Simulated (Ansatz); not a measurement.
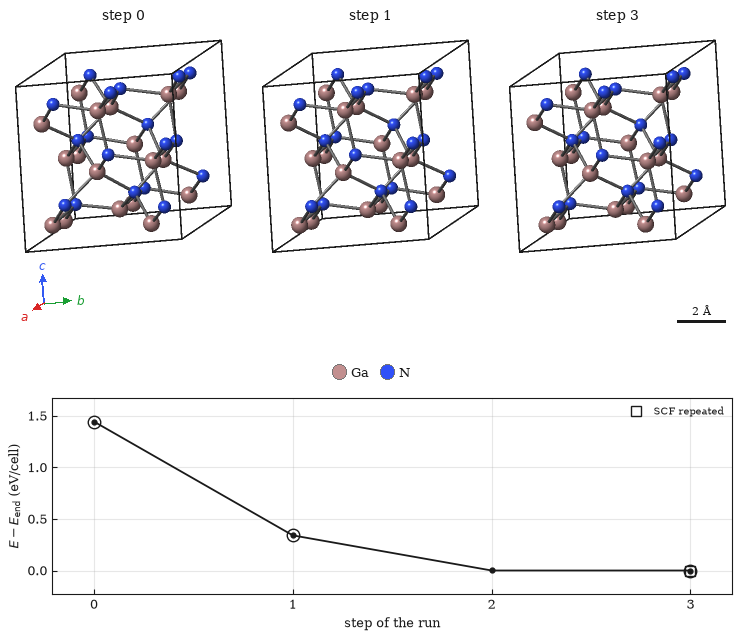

Frames of a relaxation of crystalline GaN (set up in P1), marked on the history of the run. Style: ball-and-stick. Shown: the cell of the calculation, from a free direction.

Level of theory: Ansatz 0.2.0, DFT PBEsol, scalar-relativistic, plane waves, PAW.

Input file:
```yaml
crystal:
  lattice:
    - [-4.7742026332, 2.7563871754, 5.1851995025]
    - [0.0, -5.5127743508, 5.1851995025]
    - [4.7742026331, 2.7563871755, 5.1851995025]
  atoms:
    - { symbol: Ga, position: [0.4004124875, 0.7154728083, 0.3829830788] }
    - { symbol: Ga, position: [0.7133769249, 0.3926394831, 0.3977465758] }
    - { symbol: Ga, position: [0.0526740612, 0.725835356, 0.723410265] }
    - { symbol: Ga, position: [0.0522522797, 0.05743495, 0.3878095948] }
    - { symbol: Ga, position: [0.3842337574, 0.3933226774, 0.7229134278] }
    - { symbol: Ga, position: [0.7309098871, 0.7234587372, 0.0619124318] }
    - { symbol: Ga, position: [0.726048976, 0.0620738407, 0.7140907898] }
    - { symbol: Ga, position: [0.0526141113, 0.3905892289, 0.0725036019] }
    - { symbol: Ga, position: [0.3861507292, 0.0575778476, 0.0613448309] }
    - { symbol: Ga, position: [0.7795309748, 0.77491829, 0.4488932031] }
    - { symbol: Ga, position: [0.119070668, 0.4466772557, 0.4405559491] }
    - { symbol: Ga, position: [0.4364611952, 0.7875472187, 0.7786781217] }
    - { symbol: Ga, position: [0.4381716731, 0.1101991327, 0.4454453691] }
    - { symbol: Ga, position: [0.7860051697, 0.4434657535, 0.7774673267] }
    - { symbol: Ga, position: [0.1133430793, 0.7717938573, 0.1052618129] }
    - { symbol: Ga, position: [0.1027882302, 0.1075415597, 0.7724700475] }
    - { symbol: Ga, position: [0.4431583772, 0.4331025933, 0.1149597106] }
    - { symbol: Ga, position: [0.7788132673, 0.1096521903, 0.1097423883] }
    - { symbol: "N", position: [0.5148266, 0.8443830536, 0.5094299039] }
    - { symbol: "N", position: [0.8433214162, 0.5122016236, 0.5172118735] }
    - { symbol: "N", position: [0.1743607319, 0.8455473803, 0.850635086] }
    - { symbol: "N", position: [0.1759253219, 0.1681197188, 0.5214274095] }
    - { symbol: "N", position: [0.5164511984, 0.5071646852, 0.851328241] }
    - { symbol: "N", position: [0.8442215684, 0.8511349135, 0.1753096358] }
    - { symbol: "N", position: [0.8451493971, 0.1812790137, 0.8484580165] }
    - { symbol: "N", position: [0.1795925049, 0.5112732763, 0.1812684349] }
    - { symbol: "N", position: [0.5184469633, 0.1780662683, 0.1766710274] }
    - { symbol: "N", position: [0.5685373391, 0.5757148735, 0.2304369168] }
    - { symbol: "N", position: [0.8977810139, 0.2348207772, 0.2446025849] }
    - { symbol: "N", position: [0.2325319332, 0.5750525495, 0.5729817079] }
    - { symbol: "N", position: [0.2371048992, 0.9088413713, 0.2353669021] }
    - { symbol: "N", position: [0.5717789674, 0.2362643799, 0.5711769499] }
    - { symbol: "N", position: [0.8994636632, 0.5694120682, 0.8997751329] }
    - { symbol: "N", position: [0.9106859792, 0.9059239568, 0.5651610048] }
    - { symbol: "N", position: [0.2398662206, 0.2293128216, 0.8982320573] }
    - { symbol: "N", position: [0.5745133871, 0.905886243, 0.9070991498] }
basis:
  ecutwfc: 420
  xc_grid: 2
kpoints:
  mp_grid: { grid: [2, 2, 2], shift: [0.5, 0.5, 0.5] }
hamiltonian:
  xc: pbesol
scf:
  occupations: { method: gaussian, width: 0.02 }
output:
  forces: true
  stress: false
  eigenvalues: true
relax:
  adjacent_minimum: "off"
  f_tol: 0.03
  max_steps: 25
```

Command:
```bash
ansatz run input.yaml --threads 8 --pin off --max-ram 16384MiB --backend cpu --events-out ev --progress --plain --runs-dir out
```

What happens along the run?

Answer. The largest move is that of Ga8, 0.13 Å roughly along −c. Largest moves by element: Ga 0.13 Å, N 0.11 Å. The lattice vectors keep their values. Some distances before and after: Ga8–N35 2.104 → 1.946 Å, Ga12–N23 2.075 → 1.945 Å, Ga6–N24 1.839 → 1.952 Å, Ga11–N22 2.053 → 1.946 Å. Among the angles between lasting bonds that change: N33–Ga8–N35 103.4° → 109.7°, Ga11–N22–Ga13 103.4° → 109.7°, Ga6–N28–Ga17 115.2° → 109.2°. The space group (tolerance 0.01 Å) goes from P1 (No. 1) to P6_3mc (No. 186). The energy falls by 1.444 eV per cell of the calculation in 2 accepted moves (3 points after the start). The largest force component goes from 2.6 to 0.022 eV/Å. 1 step only repeated the SCF at the same geometry. From step 0 to 1: Ga8 moves most (0.07 Å), energy −1.103 eV per cell of the calculation. From step 1 to 3: Ga8 moves most (0.06 Å), energy −0.341 eV per cell of the calculation.
